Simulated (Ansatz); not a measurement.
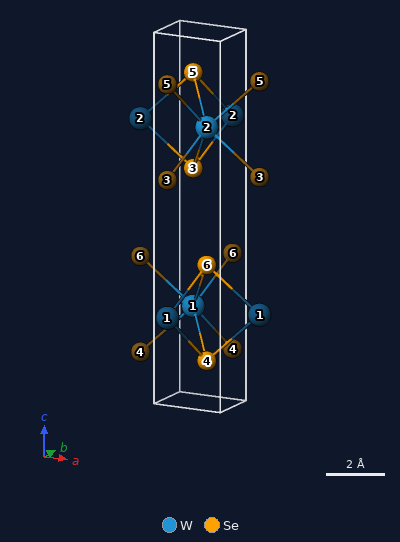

*The input geometry (ball-and-stick view of the cell of the calculation, seen slightly off an axis; neighbours outside the cell are drawn fainter; atoms are numbered from 1 in the order of the input).*

Near neighbours in the crystal (not all of them lie inside the picture): W has 6 Se at 2.53 Å; Se has 3 W at 2.53 Å.

**WSe₂: geometry relaxation (part 1 of 2)**

- system: WSe₂ (P6₃/mmc, 6 atoms in the cell)
- method: DFT PBE+D3(BJ), scalar-relativistic, plane waves, PAW, no spin polarisation (Ansatz 0.2.0)

The structure derives from an entry of the Crystallography Open Database. Figures and captions count atoms from 1; the log counts them from 0 in places.

**Input**
```yaml
crystal:
  lattice:
    - [3.29, 0.0, 0.0]
    - [-1.645, 2.8492235785, 0.0]
    - [0.0, 0.0, 12.97]
  atoms:
    - { symbol: W, position: [0.3333333333, 0.6666666667, 0.25] }
    - { symbol: W, position: [0.6666666667, 0.3333333333, 0.75] }
    - { symbol: Se, position: [0.3333333333, 0.6666666667, 0.621] }
    - { symbol: Se, position: [0.6666666667, 0.3333333333, 0.121] }
    - { symbol: Se, position: [0.3333333333, 0.6666666667, 0.879] }
    - { symbol: Se, position: [0.6666666667, 0.3333333333, 0.379] }
basis:
  ecutwfc: 420
kpoints:
  mp_grid: { grid: [9, 9, 2] }
hamiltonian:
  xc: pbe
  dispersion: d3bj
scf:
  occupations: { method: gaussian, width: 0.02 }
output:
  forces: true
  stress: true
  eigenvalues: true
relax:
  adjacent_minimum: "off"
  f_tol: 0.005
  max_steps: 80
  cell: { stress_tol: 0.05 }
```

Hardware: 8 threads of Arm Neoverse V1, 24 GiB of memory available, shared host.

Run as:
```bash
ansatz run input.yaml --threads 8 --pin off --max-ram 22528MiB --backend cpu --events-out ev --progress --plain --runs-dir out
```

**Log**
```
Engine: ansatz 0.2.0, aarch64-unknown-linux-gnu
Pseudopotentials: kind: paw
Pseudopotential: W, paw, valence charge 14, recommended cutoff 420 eV (normal), W.paw.azcp
Pseudopotential: Se, paw, valence charge 16, recommended cutoff 420 eV (normal), Se.paw.azcp
Functional definition: PBE
  parameter kappa = 0.804
  parameter beta = 0.06672455060314922
  exchange = pbe_x(kappa = kappa, mu = beta*pi^2/3)
  correlation = pbe_c(beta = beta)
Crystal: 6 atoms, lattice volume = 121.580 Å³
Basis set: ecut = 420 eV, 2419 PW (Γ), exchange–correlation on 48×48×180 points (8 copies of the dense FFT grid, shifted against one another)
Bands: 56, of which v1, the nominal top of the filled ones, is band 46 counted from 1 (45 counted from 0)
Symmetry: 24 space group operations
Space group: P63/mmc (ITA 194), of the structure as read, at distance tolerance 5.0e-5 Å
k-points: 24 of 162
Non-local potential: W, projectors of the file, l = 0: 3, l = 1: 2, l = 2: 2, l = 3: 1
Non-local potential: Se, projectors of the file, l = 0: 2, l = 1: 2, l = 2: 3, l = 3: 1
PAW form: soft (Blöchl's): semilocal exchange-correlation on the pseudo side does not see the compensation charge
PAW one-centre angular grid: W, 590 points (default); XC on 64 Gauss nodes
PAW one-centre angular grid: Se, 590 points (default); XC on 64 Gauss nodes
Initial density: superposition of atomic densities (neutral atoms: chi_scale 0, normalization atom), corrected by the library's trained network
Initial wavefunctions: pseudopotential atomic-orbital guess
Functional: x = pbe(κ = 0.804, μ = 0.2195149727645171), c = pbe(β = 0.06672455060314922)
SCF iter   1: F=—  HF=-42651.987525 eV  |F-HF|=—  |Δ(HF+E_count)|=         —  Δρ=4.32e-3  dr2=5.50e-3  ethr=1.77e-3  ⟨swp⟩=6.5  Hψ=4934  notcnv=0  defer=1
preconditioner: auto → Resta (q_TF=auto, 2.604 Å⁻¹)  ε∞=6.0  [insulator: Δε(μ)=1.067 eV  Ē_g=8.994 eV  σ=0.020 eV  W_gap=1.00  n_scr=40 (ndim 8)  ℏωp=20.2 eV  f_vac=0.044  D(μ)=0.00/eV (n_scr^D=0)  ε∞_Penn≈6.0]
SCF iter   2: F=—  HF=-42651.996233 eV  |F-HF|=—  |Δ(HF+E_count)|=   8.71e-3  Δρ=2.51e-3  dr2=1.82e-3  ethr=5.98e-6  ⟨swp⟩=2.0  Hψ=2480  notcnv=0  defer=58
SCF iter   3: F=—  HF=-42652.000544 eV  |F-HF|=—  |Δ(HF+E_count)|=   4.31e-3  Δρ=4.48e-4  dr2=5.70e-4  ethr=1.97e-6  ⟨swp⟩=2.0  Hψ=1900  notcnv=0  defer=58
SCF iter   4: F=—  HF=-42652.000482 eV  |F-HF|=—  |Δ(HF+E_count)|=   6.23e-5  Δρ=8.67e-5  dr2=4.77e-6  ethr=6.19e-7  ⟨swp⟩=2.8  Hψ=2312  notcnv=0  defer=58
SCF iter   5: F=—  HF=-42652.000462 eV  |F-HF|=—  |Δ(HF+E_count)|=   1.99e-5  Δρ=3.45e-5  dr2=7.40e-7  ethr=5.19e-9  ⟨swp⟩=2.8  Hψ=2339  notcnv=0  defer=58
SCF iter   6: F=-42652.000465 eV  HF=-42652.000465 eV  |F-HF|=3.44e-8  |Δ(HF+E_count)|=   2.28e-6  Δρ=5.92e-6  dr2=5.76e-8  ethr=1.09e-10  ⟨swp⟩=7.6  Hψ=5869  notcnv=0
SCF 1 converged in 6 iterations: F = -42652.000465 eV  dr2 = 5.76e-8
  greatest PAW one-centre occupation: 1.000 electrons in one spin orbital (limit 2), on the Se atom at site 4 (counted from 0), in its partial waves of l = 2
relax step   1: F+E_penalty+E_count = -42652.00046460 eV  Δ(F+E_penalty+E_count) = +0.000e0 eV  max|allowed force component| = 1.742e-1 eV/Å  Δτ_max = 0.0000 Å  P = -0.086 GPa  Ω = 121.580 Å³  (6 SCF iters, dr2 threshold 1.00e-7 eV, accepted)
Crystal: 6 atoms, lattice volume = 114.080 Å³
Basis set: ecut = 420 eV, 2287 PW (Γ), exchange–correlation on 48×48×180 points (8 copies of the dense FFT grid, shifted against one another)
Initial density: handed on by an earlier stage of this run
Initial wavefunctions: those handed on with the density
iter 1 solved again at ethr=1.03e-4 eV; its pass at ethr=3.10e-3 eV (dr2=9.51e-2 eV) is discarded
SCF iter   1: F=—  HF=-42651.962738 eV  |F-HF|=—  |Δ(HF+E_count)|=         —  Δρ=6.65e-3  dr2=9.45e-2  ethr=1.03e-4  ⟨swp⟩=2.5  Hψ=5800  notcnv=0
preconditioner: auto → Resta (q_TF=auto, 2.632 Å⁻¹)  ε∞=6.3  [insulator: Δε(μ)=0.867 eV  Ē_g=9.067 eV  σ=0.020 eV  W_gap=1.00  n_scr=40 (ndim 8)  ℏωp=20.9 eV  f_vac=0.014  D(μ)=0.00/eV (n_scr^D=0)  ε∞_Penn≈6.3]
SCF iter   2: F=—  HF=-42651.947866 eV  |F-HF|=—  |Δ(HF+E_count)|=   1.49e-2  Δρ=3.79e-3  dr2=1.60e-2  ethr=1.03e-4  ⟨swp⟩=2.0  Hψ=1763  notcnv=0
SCF iter   3: F=—  HF=-42651.944984 eV  |F-HF|=—  |Δ(HF+E_count)|=   2.88e-3  Δρ=1.40e-3  dr2=5.29e-3  ethr=1.74e-5  ⟨swp⟩=2.2  Hψ=2042  notcnv=0
SCF iter   4: F=—  HF=-42651.944501 eV  |F-HF|=—  |Δ(HF+E_count)|=   4.83e-4  Δρ=5.15e-4  dr2=3.30e-4  ethr=5.75e-6  ⟨swp⟩=2.5  Hψ=2245  notcnv=0
SCF iter   5: F=—  HF=-42651.944564 eV  |F-HF|=—  |Δ(HF+E_count)|=   6.30e-5  Δρ=1.15e-4  dr2=2.49e-5  ethr=3.59e-7  ⟨swp⟩=2.1  Hψ=2375  notcnv=0
SCF iter   6: F=—  HF=-42651.944565 eV  |F-HF|=—  |Δ(HF+E_count)|=   7.36e-7  Δρ=6.47e-5  dr2=6.72e-6  ethr=2.71e-8  ⟨swp⟩=2.0  Hψ=2400  notcnv=0
SCF iter   7: F=-42651.944572 eV  HF=-42651.944572 eV  |F-HF|=2.98e-7  |Δ(HF+E_count)|=   7.21e-6  Δρ=1.23e-5  dr2=1.98e-7  ethr=6.52e-10  ⟨swp⟩=3.6  Hψ=5239  notcnv=0
SCF 2 converged in 7 iterations: F = -42651.944572 eV  dr2 = 1.98e-7
relax step   2: F+E_penalty+E_count = -42651.94457215 eV  Δ(F+E_penalty+E_count) = +5.589e-2 eV  max|allowed force component| = 4.525e-1 eV/Å  Δτ_max = 0.0995 Å  P = +0.939 GPa  Ω = 114.080 Å³  energy of the carried Pulay correction = +1.417e-3 eV  (7 SCF iters, dr2 threshold 6.00e-7 eV, rejected (line search))
Crystal: 6 atoms, lattice volume = 119.505 Å³
Basis set: ecut = 420 eV, 2347 PW (Γ), exchange–correlation on 48×48×180 points (8 copies of the dense FFT grid, shifted against one another)
iter 1 solved again at ethr=5.91e-5 eV; its pass at ethr=3.10e-3 eV (dr2=5.44e-2 eV) is discarded
SCF iter   1: F=—  HF=-42652.021290 eV  |F-HF|=—  |Δ(HF+E_count)|=         —  Δρ=4.72e-3  dr2=5.40e-2  ethr=5.91e-5  ⟨swp⟩=2.4  Hψ=5776  notcnv=0
preconditioner: auto → Resta (q_TF=auto, 2.612 Å⁻¹)  ε∞=6.1  [insulator: Δε(μ)=1.034 eV  Ē_g=9.005 eV  σ=0.020 eV  W_gap=1.00  n_scr=40 (ndim 8)  ℏωp=20.4 eV  f_vac=0.038  D(μ)=0.00/eV (n_scr^D=0)  ε∞_Penn≈6.1]
SCF iter   2: F=—  HF=-42652.012857 eV  |F-HF|=—  |Δ(HF+E_count)|=   8.43e-3  Δρ=2.67e-3  dr2=9.05e-3  ethr=5.87e-5  ⟨swp⟩=2.0  Hψ=1789  notcnv=0
SCF iter   3: F=—  HF=-42652.011404 eV  |F-HF|=—  |Δ(HF+E_count)|=   1.45e-3  Δρ=9.92e-4  dr2=2.92e-3  ethr=9.83e-6  ⟨swp⟩=2.0  Hψ=1947  notcnv=0
SCF iter   4: F=—  HF=-42652.011204 eV  |F-HF|=—  |Δ(HF+E_count)|=   2.00e-4  Δρ=3.79e-4  dr2=2.10e-4  ethr=3.17e-6  ⟨swp⟩=2.5  Hψ=2286  notcnv=0
SCF iter   5: F=—  HF=-42652.011271 eV  |F-HF|=—  |Δ(HF+E_count)|=   6.73e-5  Δρ=9.57e-5  dr2=1.89e-5  ethr=2.29e-7  ⟨swp⟩=2.0  Hψ=2379  notcnv=0
SCF iter   6: F=—  HF=-42652.011297 eV  |F-HF|=—  |Δ(HF+E_count)|=   2.63e-5  Δρ=5.18e-5  dr2=4.68e-6  ethr=2.06e-8  ⟨swp⟩=2.0  Hψ=2400  notcnv=0
SCF iter   7: F=—  HF=-42652.011300 eV  |F-HF|=—  |Δ(HF+E_count)|=   2.84e-6  Δρ=9.79e-6  dr2=1.36e-7  ethr=5.09e-9  ⟨swp⟩=2.0  Hψ=1772  notcnv=0
SCF iter   8: F=—  HF=-42652.011300 eV  |F-HF|=—  |Δ(HF+E_count)|=   2.67e-7  Δρ=2.72e-6  dr2=1.11e-8  ethr=1.48e-10  ⟨swp⟩=2.0  Hψ=2400  notcnv=0
SCF iter   9: F=—  HF=-42652.011301 eV  |F-HF|=—  |Δ(HF+E_count)|=   2.09e-8  Δρ=5.85e-7  dr2=4.88e-10  ethr=1.21e-11  ⟨swp⟩=2.1  Hψ=1817  notcnv=0
SCF iter  10: F=-42652.011301 eV  HF=-42652.011301 eV  |F-HF|=0.00e0  |Δ(HF+E_count)|=  6.98e-10  Δρ=1.25e-7  dr2=2.37e-11  ethr=1.00e-12  ⟨swp⟩=5.0  Hψ=4917  notcnv=0
SCF 3 converged in 10 iterations: F = -42652.011301 eV  dr2 = 2.37e-11
relax step   3: F+E_penalty+E_count = -42652.01130052 eV  Δ(F+E_penalty+E_count) = -1.084e-2 eV  max|allowed force component| = 8.929e-3 eV/Å  Δτ_max = 0.0306 Å  P = -0.176 GPa  Ω = 119.505 Å³  energy of the carried Pulay correction = +3.832e-4 eV  (10 SCF iters, accepted)
Crystal: 6 atoms, lattice volume = 119.106 Å³
iter 1 solved again at ethr=2.10e-7 eV; its pass at ethr=3.10e-3 eV (dr2=1.93e-4 eV) is discarded
SCF iter   1: F=—  HF=-42652.011644 eV  |F-HF|=—  |Δ(HF+E_count)|=         —  Δρ=3.42e-4  dr2=1.93e-4  ethr=2.10e-7  ⟨swp⟩=3.0  Hψ=5752  notcnv=0
preconditioner: auto → Resta (q_TF=auto, 2.613 Å⁻¹)  ε∞=6.1  [insulator: Δε(μ)=0.997 eV  Ē_g=9.007 eV  σ=0.020 eV  W_gap=1.00  n_scr=40 (ndim 8)  ℏωp=20.4 eV  f_vac=0.028  D(μ)=0.00/eV (n_scr^D=0)  ε∞_Penn≈6.1]
SCF iter   2: F=—  HF=-42652.011636 eV  |F-HF|=—  |Δ(HF+E_count)|=   7.67e-6  Δρ=1.91e-4  dr2=3.71e-5  ethr=2.09e-7  ⟨swp⟩=2.0  Hψ=1498  notcnv=0
SCF iter   3: F=—  HF=-42652.011632 eV  |F-HF|=—  |Δ(HF+E_count)|=   4.14e-6  Δρ=6.71e-5  dr2=1.15e-5  ethr=4.03e-8  ⟨swp⟩=2.2  Hψ=1864  notcnv=0
SCF iter   4: F=—  HF=-42652.011631 eV  |F-HF|=—  |Δ(HF+E_count)|=   2.77e-7  Δρ=2.60e-5  dr2=9.97e-7  ethr=1.25e-8  ⟨swp⟩=2.6  Hψ=2128  notcnv=0
SCF iter   5: F=-42652.011632 eV  HF=-42652.011632 eV  |F-HF|=2.47e-8  |Δ(HF+E_count)|=   4.73e-7  Δρ=6.49e-6  dr2=1.06e-7  ethr=2.14e-10  ⟨swp⟩=5.1  Hψ=5199  notcnv=0
SCF 4 converged in 5 iterations: F = -42652.011632 eV  dr2 = 1.06e-7
  greatest PAW one-centre occupation: 1.000 electrons in one spin orbital (limit 2), on the Se atom at site 5 (counted from 0), in its partial waves of l = 2
relax step   4: F+E_penalty+E_count = -42652.01163188 eV  Δ(F+E_penalty+E_count) = -3.314e-4 eV  max|allowed force component| = 9.685e-3 eV/Å  Δτ_max = 0.0047 Å  P = -0.056 GPa  Ω = 119.106 Å³  energy of the carried Pulay correction = +4.577e-4 eV  (5 SCF iters, dr2 threshold 1.97e-7 eV, accepted)
Crystal: 6 atoms, lattice volume = 119.080 Å³
iter 1 solved again at ethr=4.22e-9 eV; its pass at ethr=3.10e-3 eV (dr2=3.88e-6 eV) is discarded
SCF iter   1: F=—  HF=-42652.011626 eV  |F-HF|=—  |Δ(HF+E_count)|=         —  Δρ=3.29e-5  dr2=3.87e-6  ethr=4.22e-9  ⟨swp⟩=2.2  Hψ=5117  notcnv=0
preconditioner: auto → Resta (q_TF=auto, 2.613 Å⁻¹)  ε∞=6.1  [insulator: Δε(μ)=0.998 eV  Ē_g=9.009 eV  σ=0.020 eV  W_gap=1.00  n_scr=40 (ndim 8)  ℏωp=20.4 eV  f_vac=0.028  D(μ)=0.00/eV (n_scr^D=0)  ε∞_Penn≈6.1]
SCF iter   2: F=—  HF=-42652.011648 eV  |F-HF|=—  |Δ(HF+E_count)|=   2.16e-5  Δρ=1.45e-5  dr2=3.14e-7  ethr=4.21e-9  ⟨swp⟩=2.0  Hψ=1507  notcnv=0
SCF iter   3: F=—  HF=-42652.011648 eV  |F-HF|=—  |Δ(HF+E_count)|=   8.77e-9  Δρ=8.28e-6  dr2=1.38e-7  ethr=3.42e-10  ⟨swp⟩=2.6  Hψ=2204  notcnv=0
SCF iter   4: F=-42652.011648 eV  HF=-42652.011648 eV  |F-HF|=6.69e-10  |Δ(HF+E_count)|=   3.18e-8  Δρ=2.05e-6  dr2=7.62e-9  ethr=2.18e-11  ⟨swp⟩=3.0  Hψ=5643  notcnv=0
SCF 5 converged in 4 iterations: F = -42652.011648 eV  dr2 = 7.62e-9
relax step   5: F+E_penalty+E_count = -42652.01164789 eV  Δ(F+E_penalty+E_count) = -1.601e-5 eV  max|allowed force component| = 1.719e-3 eV/Å  Δτ_max = 0.0002 Å  P = -0.008 GPa  Ω = 119.080 Å³  energy of the carried Pulay correction = +4.627e-4 eV  (4 SCF iters, dr2 threshold 2.00e-8 eV, accepted)
Initial wavefunctions: pseudopotential atomic-orbital guess (no wavefunctions were taken with the density)
iter 1 solved again at ethr=4.19e-8 eV; its pass at ethr=3.10e-3 eV (dr2=3.86e-5 eV) is discarded
SCF iter   1: F=—  HF=-42652.011157 eV  |F-HF|=—  |Δ(HF+E_count)|=         —  Δρ=3.61e-5  dr2=2.29e-7  ethr=4.19e-8  ⟨swp⟩=3.8  Hψ=8432  notcnv=0
preconditioner: auto → Resta (q_TF=auto, 2.613 Å⁻¹)  ε∞=6.1  [insulator: Δε(μ)=0.997 eV  Ē_g=9.010 eV  σ=0.020 eV  W_gap=1.00  n_scr=40 (ndim 8)  ℏωp=20.4 eV  f_vac=0.029  D(μ)=0.00/eV (n_scr^D=0)  ε∞_Penn≈6.1]
SCF iter   2: F=—  HF=-42652.011182 eV  |F-HF|=—  |Δ(HF+E_count)|=   2.52e-5  Δρ=1.90e-5  dr2=7.47e-8  ethr=2.49e-10  ⟨swp⟩=2.0  Hψ=2438  notcnv=0
SCF iter   3: F=—  HF=-42652.011182 eV  |F-HF|=—  |Δ(HF+E_count)|=   3.44e-8  Δρ=5.42e-6  dr2=1.11e-8  ethr=8.12e-11  ⟨swp⟩=2.0  Hψ=2428  notcnv=0
SCF iter   4: F=—  HF=-42652.011182 eV  |F-HF|=—  |Δ(HF+E_count)|=   2.54e-9  Δρ=1.17e-6  dr2=1.48e-9  ethr=1.20e-11  ⟨swp⟩=2.9  Hψ=2340  notcnv=0
SCF iter   5: F=—  HF=-42652.011182 eV  |F-HF|=—  |Δ(HF+E_count)|=  5.17e-10  Δρ=3.80e-7  dr2=2.02e-10  ethr=1.61e-12  ⟨swp⟩=2.0  Hψ=1650  notcnv=0
SCF iter   6: F=-42652.011182 eV  HF=-42652.011182 eV  |F-HF|=2.91e-11  |Δ(HF+E_count)|=  2.91e-10  Δρ=9.79e-8  dr2=1.65e-11  ethr=1.00e-12  ⟨swp⟩=4.3  Hψ=4232  notcnv=0
SCF 6 converged in 6 iterations: F = -42652.011182 eV  dr2 = 1.65e-11
relax step   6: F+E_penalty+E_count = -42652.01118185 eV  Δ(F+E_penalty+E_count) = +4.660e-4 eV  max|allowed force component| = 1.639e-3 eV/Å  Δτ_max = 0.0000 Å  P = -0.008 GPa  Ω = 119.080 Å³  stress off target by 1.36e-2 GPa  SCF on the basis re-selected at this cell (its energy is not comparable with the rows above)  (6 SCF iters)
```

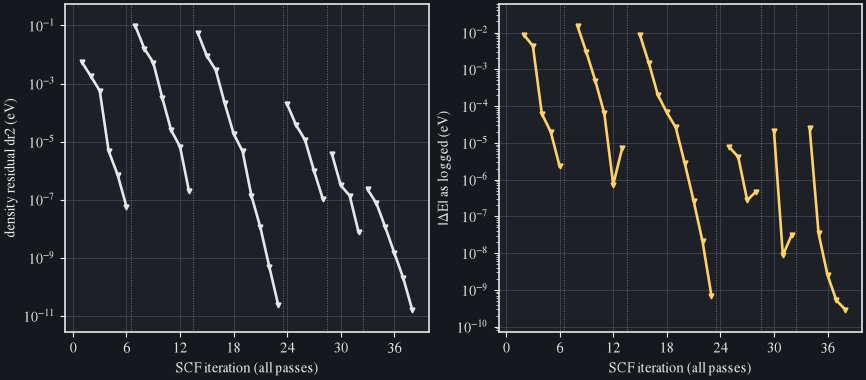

*Convergence of the self-consistent field: density residual dr2 and size of the energy change against the SCF iteration. The dotted lines part the SCF passes of the relaxation: geometry steps, rejected trials and re-solves on a re-selected basis.*

The 6 passes take 4 to 10 iterations each, 38 in all.

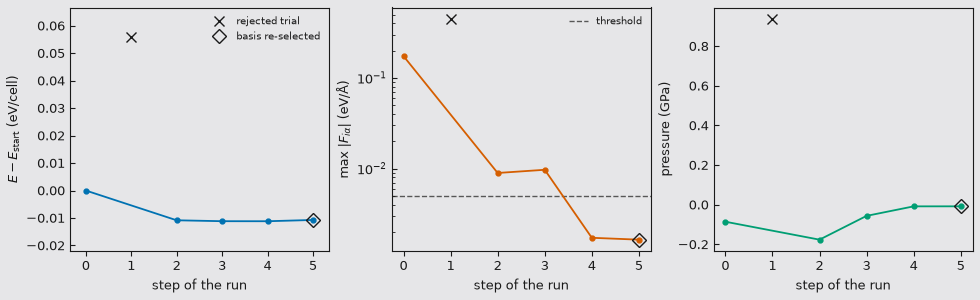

*Progress of the relaxation, step by step (the first geometry is step 0 here and step 1 in the log).*
